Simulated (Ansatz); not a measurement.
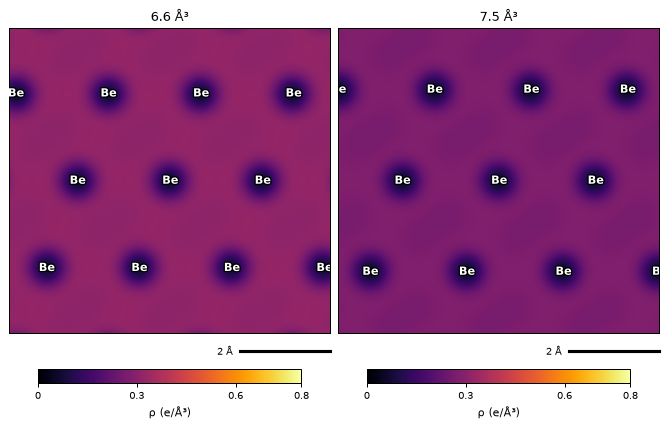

Be. The valence charge density (pseudo) of cells scaled evenly to different volumes (given per atom above each panel), on the (101̄) plane of each (indices in the axes of the cell below), at one length scale and on one colour scale.

A generated structure, not necessarily the stable one.

Method: DFT, LDA (PW92), plane waves (420 eV) with PAW, scalar-relativistic in Ansatz 0.2.0.

The largest cell:

```yaml
crystal:
  lattice:
    - [-1.23122, 1.23122, 1.23122]
    - [1.23122, -1.23122, 1.23122]
    - [1.23122, 1.23122, -1.23122]
  atoms:
    - { symbol: Be, position: [0.00000, 0.00000, 0.00000] }
```

| volume (Å³/atom) | Be–Be contact in the plane (Å) | ρ at its midpoint (e/Å³) | 
| --- | --- | --- |
| 6.57 | 2.044 | 0.322 | 
| 7.17 | 2.104 | ? | 
| 7.47 | 2.133 | 0.283 | 

Question: What values belong in the row with question marks?

Answer: Over the known rows ln ρ falls by 1.45 per Å of Be–Be distance (the line through the two), which gives 0.295 e/Å³ at 2.104 Å; the calculation gives 0.295 e/Å³.
